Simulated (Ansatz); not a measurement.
# Run report: Zn24S23 (charge +1), geometry relaxation (part 4 of 5)

Zn24S23 (defect cell, 47 atoms in the cell, total charge +1); DFT PBE, scalar-relativistic, plane waves, PAW, spin-polarised (Ansatz 0.2.0); cutoff 420 eV, 2×2×2 k-mesh, Gaussian smearing of 0.01 eV, collinear spins. The structure derives from a Materials Project entry. It belongs to a series of runs on one base structure; here: S vacancy (site b), charge +1, atoms relaxed at the host's cell.

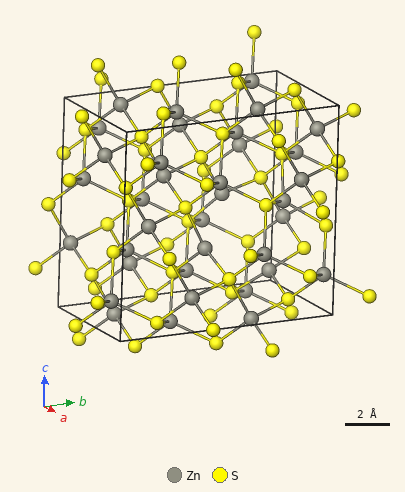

*The geometry at step 5 of the log (ball-and-stick view of the cell of the calculation, seen slightly off an axis; bonded neighbours outside the cell are drawn too).*

### Output, continued
```
--- Relaxed structure (5 steps of the walk, 5 accepted, 0 SCFs on fresh bases) ---
  F+E_penalty+E_count = -100446.05305847 eV   max|allowed force component| = 2.428e-2 eV/Å
  atoms:
    - { symbol: Zn, position: [0.679236005352877, 0.8459026720195435, 0.5125693386862102] }
    - { symbol: Zn, position: [0.3331892048032022, 0.4998558714698687, 0.16652253813653545] }
    - { symbol: Zn, position: [1.0005728851252882, 0.6680519632780065, 0.331561855471769] }
    - { symbol: Zn, position: [0.49822852213843566, 0.16723955179195488, 0.33471862994467305] }
    - { symbol: Zn, position: [0.5013852966113399, 0.6648951888051022, 0.8339062184586215] }
    - { symbol: Zn, position: [0.16563593859601725, 0.3322650396796885, 0.5002256756119932] }
    - { symbol: Zn, position: [0.8349109921847605, 1.0005903945352557, 0.1655686763610994] }
    - { symbol: Zn, position: [0.16559837301302194, 0.8335590089453266, 0.9989692719293504] }
    - { symbol: Zn, position: [0.8339237278685891, 0.49890200969443266, 0.6682443255180937] }
    - { symbol: Zn, position: [0.6668923422786601, 0.3323026052626839, 0.9989317063463551] }
    - { symbol: Zn, position: [0.332235343027766, 1.0015776588514271, 0.6672570612019224] }
    - { symbol: Zn, position: [1.0000388038992993, 0.16670547056596602, 0.8333721372326325] }
    - { symbol: Zn, position: [0.6765966110756344, 0.48360223189343515, 0.32990578609324894] }
    - { symbol: Zn, position: [0.33246315567985807, 0.16701759993364163, 0.999738087264936] }
    - { symbol: Zn, position: [1.0003509332669749, 0.33307142059826955, 0.1657964890131916] }
    - { symbol: Zn, position: [0.4965724527599156, 0.8432632777423008, 0.1502688985601019] }
    - { symbol: Zn, position: [0.49873611163072945, 0.33095584574222203, 0.6670289417857675] }
    - { symbol: Zn, position: [0.16428917907555524, 1.0003622751191008, 0.33206944496406265] }
    - { symbol: Zn, position: [0.8336956084524342, 0.665402778297396, 0.9976225124088884] }
    - { symbol: Zn, position: [0.1664047539316028, 0.4991298223465248, 0.8336842666003081] }
    - { symbol: Zn, position: [0.8338474663777746, 0.16724529563210055, 0.500202442584636] }
    - { symbol: Zn, position: [0.6668691092513027, 1.0005141330444414, 0.8339119622987674] }
    - { symbol: Zn, position: [0.31693556522676836, 0.6632391194265821, 0.5099299444089674] }
    - { symbol: Zn, position: [1.0005786289654337, 0.8335357759179695, 0.6671807997111079] }
    - { symbol: S, position: [0.20896286688032661, 0.3756295335469932, 0.0422962002136599] }
    - { symbol: S, position: [0.8751294511259544, 0.5437285703609319, 0.20772770490439174] }
    - { symbol: S, position: [0.3743943715710586, 0.04179611779262116, 0.21039523702759866] }
    - { symbol: S, position: [0.3770619036942653, 0.5410610382377253, 0.7084627844592879] }
    - { symbol: S, position: [0.041115094432614074, 0.20885904597452276, 0.37458376592385423] }
    - { symbol: S, position: [0.7099397568004766, 0.8736918761293404, 0.0428545579465211] }
    - { symbol: S, position: [0.042192379307856076, 0.7079170992571876, 0.8744484277659474] }
    - { symbol: S, position: [0.7070252094626738, 0.3761878912798544, 0.54327309013381] }
    - { symbol: S, position: [0.541250432590521, 0.20778176109928054, 0.8755257126411895] }
    - { symbol: S, position: [0.20952122461318773, 0.8766064234671433, 0.5403585427960069] }
    - { symbol: S, position: [0.8747565882067769, 0.04142325487344356, 0.7080899215401102] }
    - { symbol: S, position: [0.5409671404087758, 0.3752528416244182, 0.2081152575111143] }
    - { symbol: S, position: [0.208296233023046, 0.04169108955177098, 0.875434278526511] }
    - { symbol: S, position: [0.8750244228851043, 0.2087676118598443, 0.04162956635637938] }
    - { symbol: S, position: [0.3747819241777809, 0.7076338070754424, 0.04191950829108476] }
    - { symbol: S, position: [0.3741775865283083, 0.20846445611214923, 0.5418231221047626] }
    - { symbol: S, position: [0.04179778944548257, 0.875156455438096, 0.20751091986164158] }
    - { symbol: S, position: [0.7084897887714292, 0.5408442531949749, 0.8751311227788159] }
    - { symbol: S, position: [0.04210094519317786, 0.3749628996897127, 0.7083577562184376] }
    - { symbol: S, position: [0.7076121501658483, 0.042788680114385025, 0.3730853171832931] }
    - { symbol: S, position: [0.5397519838499597, 0.8742788168325148, 0.7094553467810517] }
    - { symbol: S, position: [0.2085861749577515, 0.5414485908444476, 0.3743004737421091] }
    - { symbol: S, position: [0.8761220134477186, 0.7064186505166266, 0.5409454834991817] }
--- Löwdin populations: 47 sites ---
  site symbol       q [e]    m [muB]
     0     Zn     10.8108     0.0585
     1     Zn     10.7147    -0.0002
     2     Zn     10.7184    -0.0003
     3     Zn     10.7184    -0.0003
     4     Zn     10.7184    -0.0003
     5     Zn     10.7214    -0.0001
     6     Zn     10.7180    -0.0005
     7     Zn     10.7214    -0.0001
     8     Zn     10.7180    -0.0005
     9     Zn     10.7214    -0.0001
    10     Zn     10.7180    -0.0005
    11     Zn     10.7218    -0.0001
    12     Zn     10.8299     0.0739
    13     Zn     10.7253     0.0001
    14     Zn     10.7253     0.0001
    15     Zn     10.8299     0.0739
    16     Zn     10.7185    -0.0005
    17     Zn     10.7185    -0.0005
    18     Zn     10.7185    -0.0005
    19     Zn     10.7253     0.0001
    20     Zn     10.7289     0.0005
    21     Zn     10.7289     0.0005
    22     Zn     10.8299     0.0739
    23     Zn     10.7289     0.0005
    24      S      7.0661     0.0040
    25      S      7.0631     0.0131
    26      S      7.0631     0.0131
    27      S      7.0631     0.0131
    28      S      7.0692     0.0019
    29      S      7.0630     0.0130
    30      S      7.0692     0.0019
    31      S      7.0630     0.0130
    32      S      7.0692     0.0019
    33      S      7.0630     0.0130
    34      S      7.0708     0.0045
    35      S      7.0632     0.0127
    36      S      7.0702     0.0004
    37      S      7.0702     0.0004
    38      S      7.0632     0.0127
    39      S      7.0690     0.0000
    40      S      7.0690     0.0000
    41      S      7.0690     0.0000
    42      S      7.0702     0.0004
    43      S      7.0628     0.0107
    44      S      7.0628     0.0107
    45      S      7.0632     0.0127
    46      S      7.0628     0.0107
  spilling = 0.011185 (of n_electrons = 425.000000)
```

### File populations.tsv
```
# site	symbol	l	j	q_up	q_dn
# orbitals = lowdin
# n_electrons = 425.000000
# spilling = 0.011185
0	Zn	0_4S	-	0.447378	0.388984
0	Zn	2_3D	-	4.987286	4.987148
1	Zn	0_4S	-	0.369394	0.369619
1	Zn	2_3D	-	4.987856	4.987850
2	Zn	0_4S	-	0.371016	0.371487
2	Zn	2_3D	-	4.988041	4.987900
3	Zn	0_4S	-	0.371016	0.371487
3	Zn	2_3D	-	4.988041	4.987900
4	Zn	0_4S	-	0.371016	0.371487
4	Zn	2_3D	-	4.988041	4.987900
5	Zn	0_4S	-	0.372413	0.372637
5	Zn	2_3D	-	4.988223	4.988128
6	Zn	0_4S	-	0.370686	0.371248
6	Zn	2_3D	-	4.988069	4.987985
7	Zn	0_4S	-	0.372413	0.372637
7	Zn	2_3D	-	4.988223	4.988128
8	Zn	0_4S	-	0.370686	0.371248
8	Zn	2_3D	-	4.988069	4.987985
9	Zn	0_4S	-	0.372413	0.372637
9	Zn	2_3D	-	4.988223	4.988128
10	Zn	0_4S	-	0.370686	0.371248
10	Zn	2_3D	-	4.988069	4.987985
11	Zn	0_4S	-	0.372494	0.372651
11	Zn	2_3D	-	4.988367	4.988328
12	Zn	0_4S	-	0.464230	0.390447
12	Zn	2_3D	-	4.987647	4.987540
13	Zn	0_4S	-	0.374385	0.374431
13	Zn	2_3D	-	4.988316	4.988121
14	Zn	0_4S	-	0.374385	0.374431
14	Zn	2_3D	-	4.988316	4.988121
15	Zn	0_4S	-	0.464230	0.390447
15	Zn	2_3D	-	4.987647	4.987540
16	Zn	0_4S	-	0.370948	0.371521
16	Zn	2_3D	-	4.988069	4.987971
17	Zn	0_4S	-	0.370948	0.371521
17	Zn	2_3D	-	4.988069	4.987971
18	Zn	0_4S	-	0.370948	0.371521
18	Zn	2_3D	-	4.988069	4.987971
19	Zn	0_4S	-	0.374385	0.374431
19	Zn	2_3D	-	4.988316	4.988121
20	Zn	0_4S	-	0.376244	0.376022
20	Zn	2_3D	-	4.988454	4.988130
21	Zn	0_4S	-	0.376244	0.376022
21	Zn	2_3D	-	4.988454	4.988130
22	Zn	0_4S	-	0.464230	0.390447
22	Zn	2_3D	-	4.987647	4.987540
23	Zn	0_4S	-	0.376244	0.376022
23	Zn	2_3D	-	4.988454	4.988130
24	S	0_3S	-	0.929145	0.929132
24	S	1_3P	-	2.605907	2.601883
25	S	0_3S	-	0.931161	0.929673
25	S	1_3P	-	2.606906	2.595324
26	S	0_3S	-	0.931161	0.929673
26	S	1_3P	-	2.606906	2.595324
27	S	0_3S	-	0.931161	0.929673
27	S	1_3P	-	2.606906	2.595324
28	S	0_3S	-	0.928859	0.929097
28	S	1_3P	-	2.606668	2.604576
29	S	0_3S	-	0.931272	0.929790
29	S	1_3P	-	2.606735	2.595170
30	S	0_3S	-	0.928859	0.929097
30	S	1_3P	-	2.606668	2.604576
31	S	0_3S	-	0.931272	0.929790
31	S	1_3P	-	2.606735	2.595170
32	S	0_3S	-	0.928859	0.929097
32	S	1_3P	-	2.606668	2.604576
33	S	0_3S	-	0.931272	0.929790
33	S	1_3P	-	2.606735	2.595170
34	S	0_3S	-	0.930115	0.930118
34	S	1_3P	-	2.607503	2.603034
35	S	0_3S	-	0.930660	0.929119
35	S	1_3P	-	2.607265	2.596114
36	S	0_3S	-	0.928458	0.928687
36	S	1_3P	-	2.606838	2.606241
37	S	0_3S	-	0.928458	0.928687
37	S	1_3P	-	2.606838	2.606241
38	S	0_3S	-	0.930660	0.929119
38	S	1_3P	-	2.607265	2.596114
39	S	0_3S	-	0.927579	0.927835
39	S	1_3P	-	2.606939	2.606666
40	S	0_3S	-	0.927579	0.927835
40	S	1_3P	-	2.606939	2.606666
41	S	0_3S	-	0.927579	0.927835
41	S	1_3P	-	2.606939	2.606666
42	S	0_3S	-	0.928458	0.928687
42	S	1_3P	-	2.606838	2.606241
43	S	0_3S	-	0.930767	0.929522
43	S	1_3P	-	2.606008	2.596548
44	S	0_3S	-	0.930767	0.929522
44	S	1_3P	-	2.606008	2.596548
45	S	0_3S	-	0.930660	0.929119
45	S	1_3P	-	2.607265	2.596114
46	S	0_3S	-	0.930767	0.929522
46	S	1_3P	-	2.606008	2.596548
```

### Trajectory as extended XYZ (Å, eV, eV/Å), 2 of the 5 frames kept, from step=1 to step=5
```
47
Lattice="3.8441 -6.6581 -6.3046 -7.6881 0.0000 -6.3046 3.8441 6.6581 -6.3046" Properties=species:S:1:pos:R:3:forces:R:3 step=1 energy=-100445.10624
Zn   -1.9220   -1.1097  -12.3342    0.0000   0.0000  -0.8920
Zn   -1.9220   -1.1097   -6.2698    0.0000   0.0000   0.1225
Zn    0.0048   -4.4586  -12.6313   -0.0664  -0.0345  -0.0328
Zn    1.9024   -1.1039   -6.3267    0.0033   0.0748  -0.0328
Zn    0.0148    2.2335  -12.6313    0.0631  -0.0402  -0.0328
Zn   -0.0192    2.2043   -6.3217    0.0761   0.0460   0.0001
Zn   -3.8432   -4.4360  -12.5914   -0.0220  -0.0755  -0.0457
Zn   -1.8994    5.5393  -12.6264   -0.0779   0.0429   0.0001
Zn    1.9192   -1.1103  -12.5914    0.0764   0.0187  -0.0457
Zn    3.8407    2.2435  -12.6264    0.0018  -0.0889   0.0001
Zn   -3.8421    2.2172  -12.5914   -0.0544   0.0568  -0.0457
Zn    5.7661   -1.1097  -12.6009    0.0000   0.0000  -0.0320
Zn   -0.2505   -2.0776   -9.5613    0.7457  -0.4268   0.2935
Zn    3.8872    4.4490   -9.4538   -0.0545  -0.0715   0.0795
Zn    1.8916   -5.5162   -9.4538    0.0892  -0.0115   0.0795
Zn   -3.5960   -2.0733   -9.5613   -0.7424  -0.4324   0.2935
Zn    1.9245    1.1199   -9.4716    0.0579   0.0390   0.0442
Zn   -5.7762    1.1067   -9.4716   -0.0628   0.0307   0.0442
Zn    1.9297    1.1024  -15.7762    0.0048  -0.0697   0.0442
Zn   -0.0127    4.3963   -9.4538   -0.0346   0.0830   0.0795
Zn    3.8204   -2.2018   -9.4206    0.0818  -0.0541  -0.0495
Zn   -1.8949    1.1214  -15.7252   -0.0877  -0.0438  -0.0495
Zn   -1.9196    0.8218   -9.5613   -0.0033   0.8592   0.2935
Zn   -0.0034   -2.2487  -15.7252    0.0059   0.0979  -0.0495
S    -1.9220   -1.1097   -3.9172    0.0000   0.0000  -0.0522
S    -0.0348   -4.3766  -10.2636   -0.1386   0.1647  -0.0619
S     1.9932   -1.1106   -3.9590    0.2119   0.0376  -0.0619
S    -0.0364    2.1582  -10.2636   -0.0734  -0.2023  -0.0619
S    -0.0151    2.2322   -3.9454   -0.0272   0.0139  -0.0004
S    -3.8105   -4.3794  -10.2281    0.1349   0.1691  -0.0214
S    -1.9256    5.5290  -10.2501    0.0016  -0.0305  -0.0004
S     1.8539   -1.1103  -10.2281   -0.2140   0.0323  -0.0214
S     3.8627    2.2260  -10.2501    0.0256   0.0166  -0.0004
S    -3.8095    2.1607  -10.2281    0.0790  -0.2014  -0.0214
S     5.7661   -1.1097  -10.2283    0.0000   0.0000   0.0218
S    -0.0331   -2.1954   -7.1567   -0.1000   0.0706  -0.1337
S     3.8528    4.4350   -7.0897    0.0205  -0.0102   0.0005
S     1.9209   -5.5390   -7.0897   -0.0014   0.0228   0.0005
S    -3.8068   -2.2027   -7.1567    0.1111   0.0513  -0.1337
S     1.9227    1.1209   -7.1041   -0.0006  -0.0246  -0.0035
S    -5.7761    1.1047   -7.1041    0.0216   0.0118  -0.0035
S     1.9314    1.1035  -13.4087   -0.0210   0.0128  -0.0035
S    -0.0076    4.4331   -7.0897   -0.0190  -0.0126   0.0005
S     3.8733   -2.1960   -7.0319    0.0500   0.0427   0.2083
S    -1.9164    1.0726  -13.3365    0.0120  -0.0647   0.2083
S    -1.9262    1.0690   -7.1567   -0.0112  -0.1219  -0.1337
S    -0.0349   -2.2057  -13.3365   -0.0620   0.0220   0.2083
47
Lattice="3.8441 -6.6581 -6.3046 -7.6881 0.0000 -6.3046 3.8441 6.6581 -6.3046" Properties=species:S:1:pos:R:3:forces:R:3 step=5 energy=-100446.05306
Zn   -1.9220   -1.1097  -12.8470    0.0000   0.0000  -0.0243
Zn   -1.9220   -1.1097   -6.3019    0.0000   0.0000  -0.0078
Zn   -0.0153   -4.4544  -12.6105   -0.0019  -0.0022   0.0023
Zn    1.9161   -1.0887   -6.3058   -0.0010   0.0027   0.0023
Zn    0.0211    2.2140  -12.6105    0.0028  -0.0005   0.0023
Zn    0.0051    2.2277   -6.2928    0.0006   0.0034   0.0011
Zn   -3.8468   -4.4566  -12.6160    0.0000  -0.0037  -0.0009
Zn   -1.9318    5.5487  -12.5975   -0.0033  -0.0012   0.0011
Zn    1.9388   -1.1031  -12.6160    0.0032   0.0019  -0.0009
Zn    3.8488    2.2108  -12.5975    0.0027  -0.0023   0.0011
Zn   -3.8581    2.2306  -12.6160   -0.0032   0.0019  -0.0009
Zn    5.7661   -1.1097  -12.6100    0.0000   0.0000   0.0021
Zn    0.1511   -2.3083   -9.3946   -0.0097   0.0079   0.0016
Zn    3.8370    4.4428   -9.4520    0.0002   0.0002  -0.0001
Zn    1.9221   -5.5566   -9.4520   -0.0003   0.0001  -0.0001
Zn   -3.9966   -2.3057   -9.3946    0.0117   0.0045   0.0016
Zn    1.9368    1.1205   -9.4363   -0.0016  -0.0014   0.0013
Zn   -5.7829    1.1171   -9.4363    0.0020  -0.0007   0.0013
Zn    1.9240    1.0914  -15.7409   -0.0004   0.0021   0.0013
Zn    0.0070    4.4428   -9.4520    0.0001  -0.0003  -0.0001
Zn    3.8424   -2.2214   -9.4651   -0.0003   0.0002  -0.0048
Zn   -1.9230    1.1122  -15.7698    0.0003   0.0001  -0.0048
Zn   -1.9205    1.2850   -9.3946   -0.0020  -0.0124   0.0016
Zn    0.0026   -2.2198  -15.7698   -0.0001  -0.0003  -0.0048
S    -1.9220   -1.1097   -3.9523    0.0000   0.0000   0.0068
S    -0.0177   -4.4436  -10.2550    0.0012  -0.0029  -0.0053
S     1.9266   -1.0919   -3.9504   -0.0031   0.0004  -0.0053
S     0.0131    2.2065  -10.2550    0.0019   0.0025  -0.0053
S    -0.0078    2.2203   -3.9376   -0.0009   0.0010  -0.0006
S    -3.8233   -4.4415  -10.2544   -0.0017  -0.0011  -0.0009
S    -1.9189    5.5413  -10.2423   -0.0004  -0.0013  -0.0006
S     1.9140   -1.0903  -10.2544    0.0018  -0.0009  -0.0009
S     3.8487    2.2256  -10.2423    0.0013   0.0003  -0.0006
S    -3.8569    2.2028  -10.2544   -0.0001   0.0021  -0.0009
S     5.7661   -1.1097  -10.2404    0.0000   0.0000  -0.0005
S    -0.0055   -2.2162   -7.0885    0.0019  -0.0014   0.0049
S     3.8454    4.4419   -7.0954    0.0011   0.0003   0.0010
S     1.9186   -5.5488   -7.0954   -0.0008   0.0009   0.0010
S    -3.8386   -2.2162   -7.0885   -0.0022  -0.0010   0.0049
S     1.9185    1.1162   -7.0894    0.0010  -0.0009  -0.0002
S    -5.7700    1.1033   -7.0894    0.0003   0.0013  -0.0002
S     1.9295    1.1095  -13.3940   -0.0012  -0.0004  -0.0002
S     0.0020    4.4360   -7.0954   -0.0003  -0.0011   0.0010
S     3.8253   -2.2273   -7.0832    0.0043   0.0027   0.0084
S    -1.9195    1.1299  -13.3878    0.0002  -0.0051   0.0084
S    -1.9221    1.1033   -7.0885    0.0002   0.0024   0.0049
S     0.0163   -2.2316  -13.3878   -0.0045   0.0024   0.0084
```

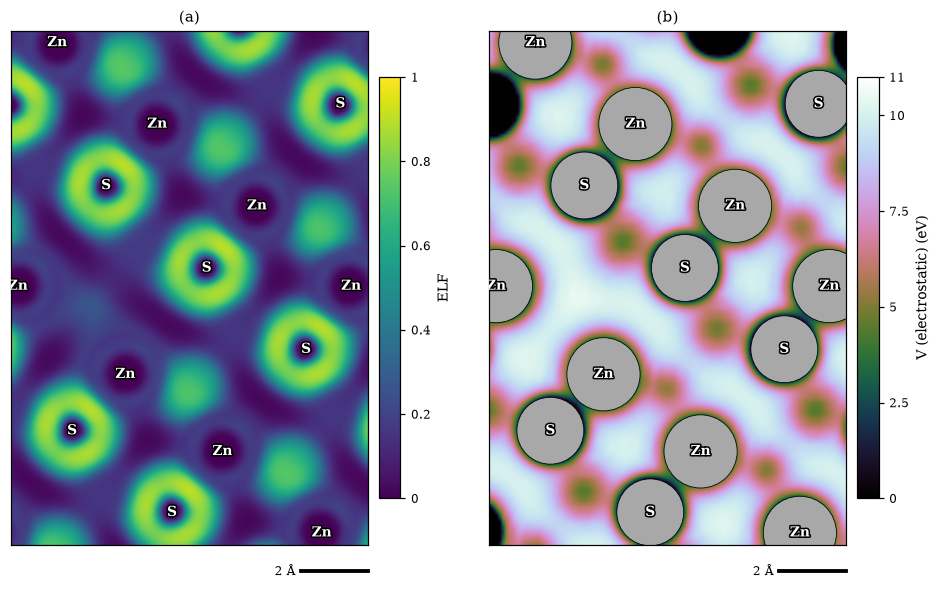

*(a) electron localisation function; (b) electrostatic potential (local pseudopotential plus Hartree) felt by an electron on the (11̄0) plane of the calculation cell. Grey discs, where drawn, cover atomic cores.*

Zn–S (2.31 Å): the ELF is about 0.55 at the midpoint; no shared pair; the contact is polar. Zn–S (2.36 Å): the ELF is about 0.55 at the midpoint (a polar contact without a shared pair, in a metal). Outside the cores the potential energy rises away from the atoms and is highest about 2.3 Å from the nearest atoms; outside the discs it spans about 10 eV, and its zero is arbitrary. The fields are those of the smooth PAW valence density.

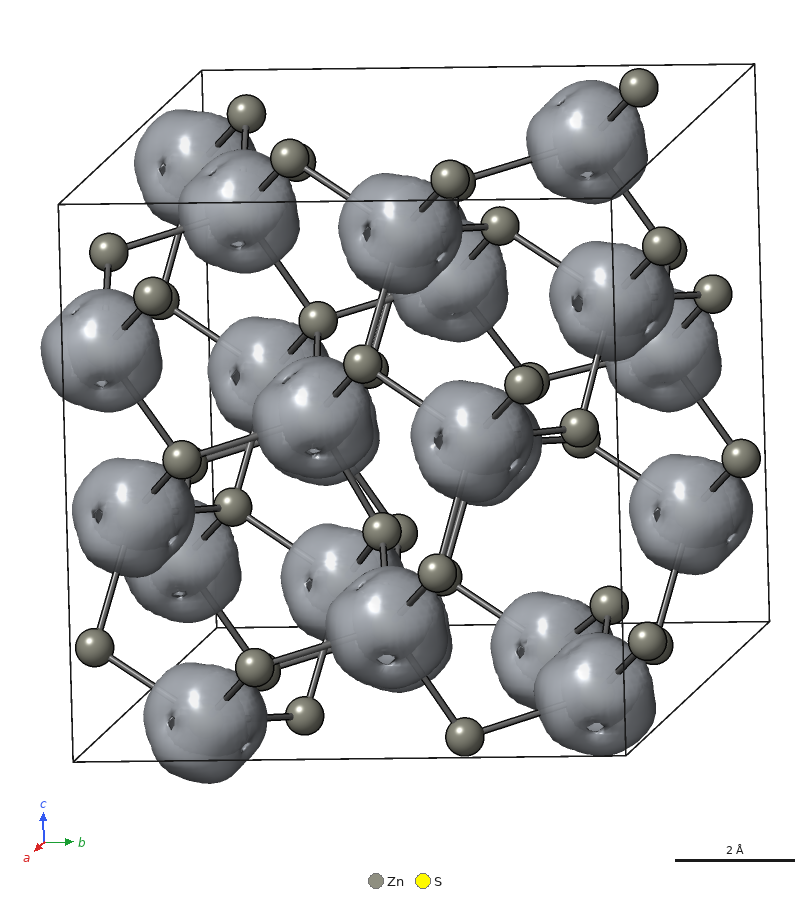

*Isosurface of the electron localisation function at 0.8 (grey), seen slightly off an axis. Only the valence region is drawn (cores and ρ < 0.01 e/Å³ removed). Sticks mark near contacts. The outline is the calculation cell.*

Along the contacts the grid gives the following. Zn–S (2.30 Å): the ELF is about 0.60 at the midpoint. Zn–S (2.35 Å): the ELF is about 0.55 at the midpoint (a polar contact without a shared pair, in a metal).
